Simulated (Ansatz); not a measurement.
**GaN(102) (P6_3mc bulk, 7 atomic planes (those closer than 0.6 Å count as one), 11 Å, N-terminated): images, spectra and barriers**

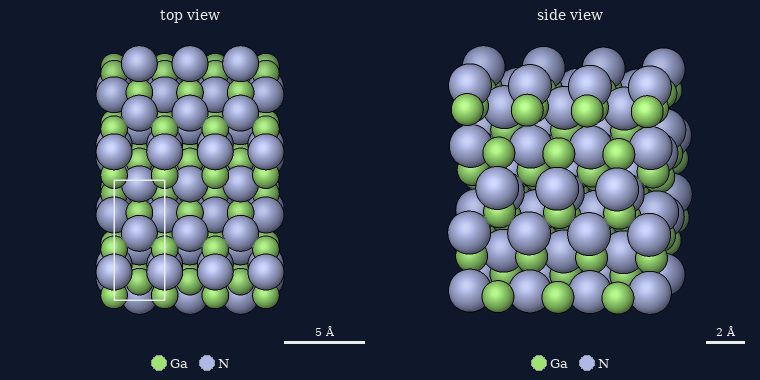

The relaxed structure from above and from the side.

All numbers here come from DFT PBE, scalar-relativistic, plane waves, PAW (Ansatz). Cutoff 420 eV, 18 × 8 k-points, Gaussian smearing 0.05 eV, dipole correction. The slab is a cut without reconstruction beyond its cell, at the source's lattice constants, with its lower half held fixed and the rest relaxed. Its faces differ (N on top, Ga2N below), so the slab is asymmetric; states at the Fermi level may come from the unlike faces. No spin polarisation. The run couldn't confirm all of its levels under its output density. The run warns that the functional's potential is rough in the thin density of the vacuum, where the tip is; weak contrasts and barriers may feel it.

Images follow the Tersoff–Hamann model: the current is the local density of the sample's states between the Fermi level and the bias, at the tip's centre. Bias windows are sharp sums over the levels of the k mesh.

```cif
data_structure
_symmetry_space_group_name_H-M 'P 1'
_symmetry_Int_Tables_number 1
_cell_length_a 3.1800
_cell_length_b 7.5515
_cell_length_c 30.8330
_cell_angle_alpha 90.000
_cell_angle_beta 90.000
_cell_angle_gamma 90.000
_cell_volume 740.41
loop_
_atom_site_label
_atom_site_type_symbol
_atom_site_fract_x
_atom_site_fract_y
_atom_site_fract_z
_atom_site_occupancy
Ga1 Ga 0.50000 0.08867 0.32433 1
N1 N 0.00000 0.23583 0.32942 1
Ga2 Ga 0.50000 0.67733 0.34470 1
N2 N 0.50000 0.91317 0.37016 1
Ga3 Ga 0.00000 0.35467 0.38543 1
N3 N 0.50000 0.50183 0.39052 1
Ga4 Ga 0.00000 0.94333 0.40580 1
N4 N 0.00000 0.17917 0.43126 1
Ga5 Ga 0.50000 0.62067 0.44653 1
N5 N 0.00000 0.76783 0.45163 1
Ga6 Ga 0.50000 0.20933 0.46690 1
N6 N 0.50000 0.44448 0.49316 1
Ga7 Ga 0.00000 0.88470 0.50936 1
N7 N 0.50000 0.03284 0.51348 1
Ga8 Ga 0.00000 0.47245 0.53072 1
N8 N 0.00000 0.70999 0.55529 1
Ga9 Ga 0.50000 0.15504 0.57000 1
N9 N 0.00000 0.29629 0.57723 1
Ga10 Ga 0.50000 0.72874 0.59269 1
N10 N 0.50000 0.96833 0.61791 1
Ga11 Ga 0.00000 0.42381 0.64204 1
N11 N 0.50000 0.55679 0.63668 1
Ga12 Ga 0.00000 0.04091 0.64809 1
N12 N 0.00000 0.23511 0.68379 1
```

### 1. One image

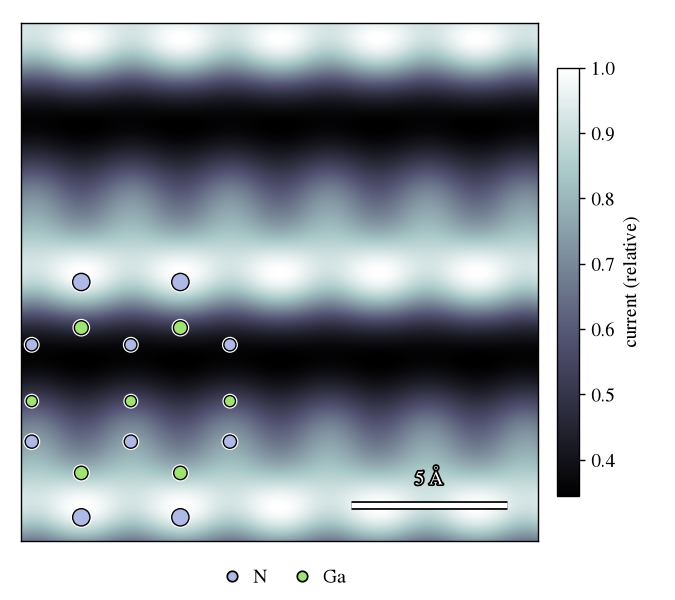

Constant-height image 4.0 Å above the topmost atom of this surface, sample bias −0.25 V. The atoms seen from above are drawn over one corner (deeper ones smaller).

What lies under the maxima and minima of this image?

Answer. The brightest spots lie over the top N atoms; the darkest points are over points 2.6 Å to the side of the top N atoms and the sites above the N atoms 2.0 Å below the top plane. The brightest point carries 2.9 times the current of the darkest.

### 2. Approach curves

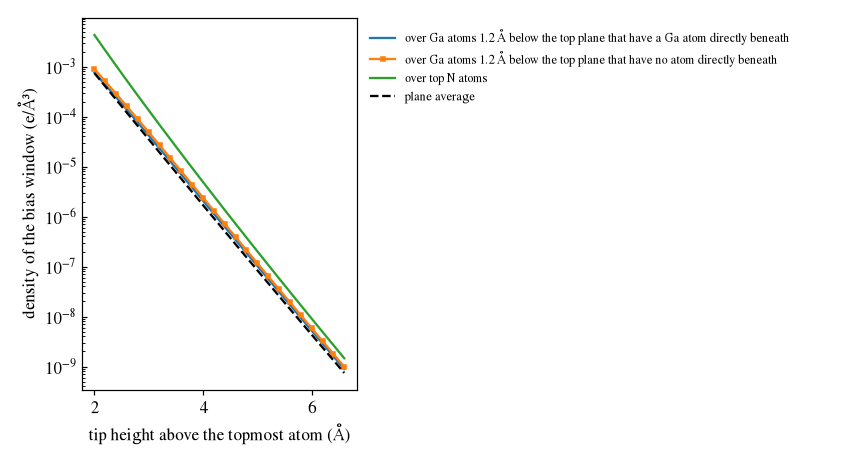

Approach curves over this surface at a sample bias of −2.00 V.

Estimate the decay constant and the apparent barrier, and compare with the vacuum level, which the run puts 6.86 eV above zero bias.

Answer. Near 4 Å the plane average falls as exp(−3.02 z/Å), a factor of 20 per ångström, which gives an apparent barrier of 8.7 eV (0.952 eV Å² times the slope squared). The apparent barrier is above 6.86 eV. At 4 Å the 0.25 eV of states nearest the highest filled state carry 6 % of the density, so deeper states, or ones away from the zone centre, set the barrier.

### 3. States by depth

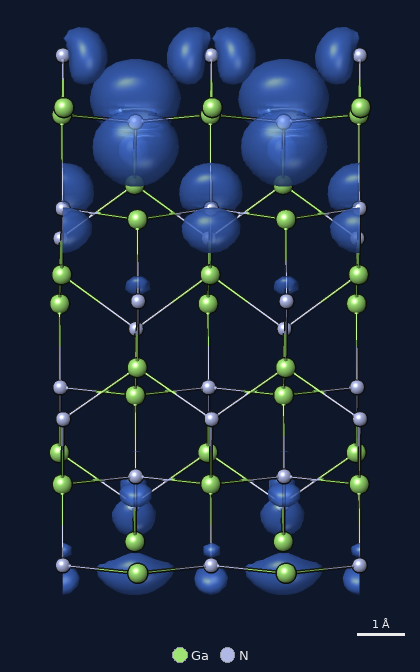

Density of all states between −0.25 and 0.00 eV (zero: the Fermi level) of this surface: blue isosurface at 3.8 × 10⁻² e/Å³, seen from the side.

The picture shows the smooth PAW orbitals' density alone, which lacks about 15 % of these states' charge, near the nuclei; the shares below count all of it.

Where in the slab do these states sit?

Answer. The window holds 2.7 states per cell. Shares by plane (space cut midway between planes), top to bottom: N 15 %, Ga2N2 42 %, Ga2N2 15 %, Ga2N2 5 %, Ga2N2 2 %, Ga2N2 7 %, Ga2N 15 %; the outer planes' shares include the vacuum, and density in a gap between layers is shared out between the planes on either side.

### 4. Bias series

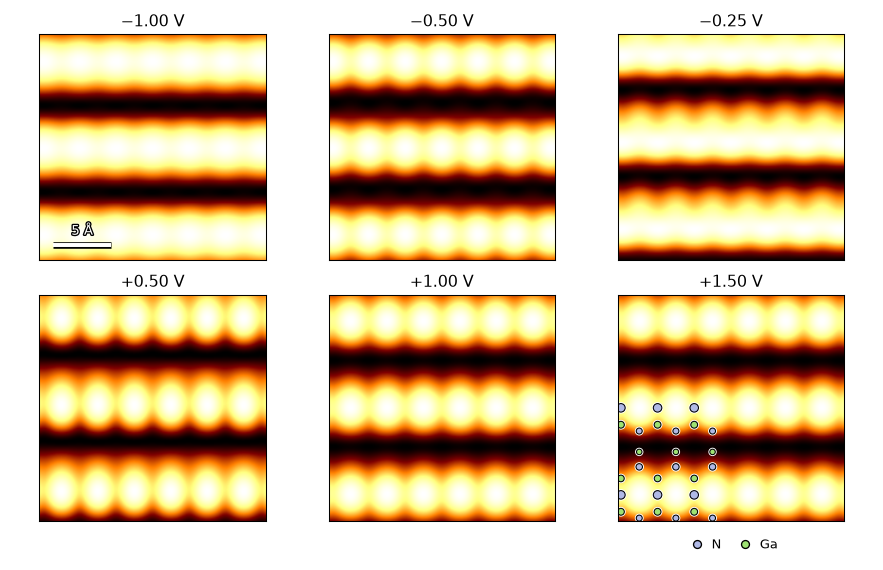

Constant-current images of this surface at 6 sample biases, each on its own colour scale; the last has the atoms seen from above drawn over one corner (deeper ones smaller).

How do the images change with bias?

Answer.
```
   bias  set point (e/Å³)  corrugation                               brightest over
−1.00 V        3.5 × 10⁻⁷        1.1 Å                                  top N atoms
−0.50 V        1.1 × 10⁻⁷        89 pm                                  top N atoms
−0.25 V        2.6 × 10⁻⁸        32 pm                                  top N atoms
+0.50 V        5.1 × 10⁻⁹        53 pm  points 1.6 Å to the side of the top N atoms
+1.00 V        1.0 × 10⁻⁸        59 pm  points 1.6 Å to the side of the top N atoms
+1.50 V        1.1 × 10⁻⁸        59 pm  points 1.6 Å to the side of the top N atoms
```

The slab has states at the Fermi level, so this model gives a current down to small biases. Its work function (top face) is 6.86 eV.
